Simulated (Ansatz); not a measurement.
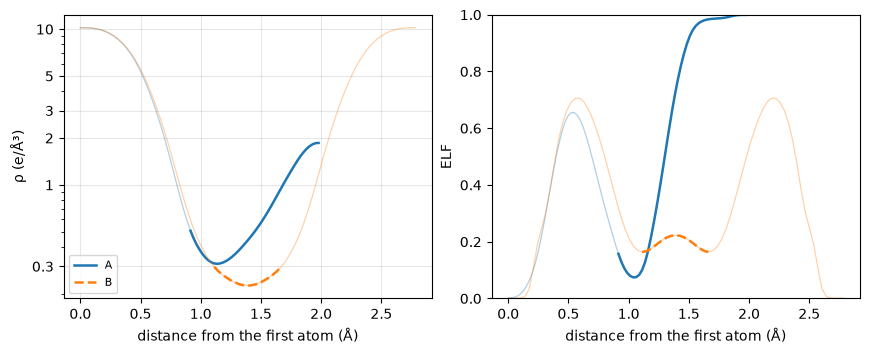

Ti2H. Valence electron density and electron localisation function along straight lines between neighbouring atoms. Thin, pale parts lie inside the atomic spheres.

Space group P4mm; a structure generated by program, which may or may not match a known phase; computed pressure about −4 GPa in this cell; computed without spin polarisation.

These are results of DFT PBEsol, scalar-relativistic, plane waves, PAW in Ansatz 0.2.0, not measurements.

The density is the valence pseudo-density of a PAW calculation; it isn't the true density close to the nuclei.

```yaml
crystal:
  lattice:
    - [2.77983, 0.00000, 0.00000]
    - [0.00000, 2.77983, 0.00000]
    - [0.00000, 0.00000, 4.70430]
  atoms:
    - { symbol: Ti, position: [0.00000, 0.00000, 0.31254] }
    - { symbol: Ti, position: [0.50000, 0.50000, 0.83249] }
    - { symbol: H, position: [0.50000, 0.50000, 0.25300] }
```

Which curve belongs to which contact (Ti–H and Ti–Ti)? The first atom named is at distance zero.

Curve A: Ti–H (1.98 Å): the density is about 0.39 e/Å³ at the midpoint; the ELF climbs to about 1 towards the hydrogen. Curve B: Ti–Ti (2.78 Å): the density is about 0.23 e/Å³ at the midpoint; the ELF is about 0.20 at the midpoint: no localised pair shows between them.
